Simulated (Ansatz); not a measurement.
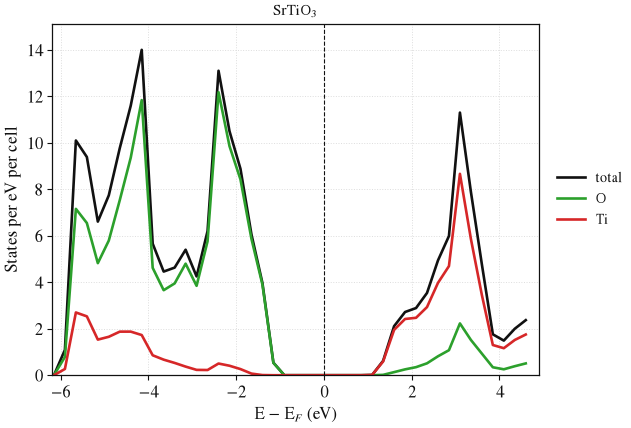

Density of states. Energies are counted from the Fermi level. The partial curves are projected on Löwdin-orthogonalised atomic shells.

This input was run:

```
crystal:
  lattice:
    - [3.86089282, 0.0, 0.0]
    - [0.0, 7.72178564, 0.0]
    - [0.0, 0.0, 3.86089282]
  atoms:
    - { symbol: Sr, position: [0.0, 0.0, 0.0] }
    - { symbol: Sr, position: [0.0, 0.5, 0.0] }
    - { symbol: Ti, position: [0.5, 0.25, 0.5] }
    - { symbol: Ti, position: [0.5, 0.75, 0.5] }
    - { symbol: O, position: [0.0, 0.25, 0.5] }
    - { symbol: O, position: [0.0, 0.75, 0.5] }
    - { symbol: O, position: [0.5, 0.0, 0.5] }
    - { symbol: O, position: [0.5, 0.5, 0.5] }
    - { symbol: O, position: [0.5, 0.25, 0.0] }
    - { symbol: O, position: [0.5, 0.75, 0.0] }
  symmetry: { tolerance: 0.0003 }
kpoints:
  mp_grid: { grid: [7, 4, 7], shift: [0, 0, 0] }
  band_path:
    path:
      - [0.0, 0.0, 0.0]
      - [0.0, 1.0, 0.0]
      - [0.5, 1.0, 0.0]
      - [0.0, 0.0, 0.0]
      - [0.5, 1.0, 0.5]
      - [0.0, 1.0, 0.0]
      - [0.5, 1.0, 0.5]
      - [0.5, 1.0, 0.0]
    npoints: 8
magnetization:
  spin_polarized: false
scf:
  occupations: { method: fermi_dirac, width: 0.0139 }
  lower_state_search: "off"
  max_iter: 200
hamiltonian:
  pseudopotentials: { kind: paw }
  xc: r2scan
basis:
  ecutwfc: 500
  fft_grid_basis: typed
output:
  forces: true
  stress: true
  eigenvalues: true
  bader: true
  populations: true
  elf: true
  write_potential: true
  volumetric_format: npy
  dos:
    e_range: [-12, 8]
    de: 0.05
    projected: { site_lists: { O: [O], Sr: [Sr], Ti: [Ti] } }
checkpoint:
  read: saved_state
```

**Metal or insulator, going by the density of states?**

There is a gap; over the k points computed it is 2.34 eV.

**Which states form the band edges?**

By projected weight, the top eV of the valence band is O almost alone; the bottom eV of the conduction band is Ti almost alone.

The cell is at 7 GPa in this functional.
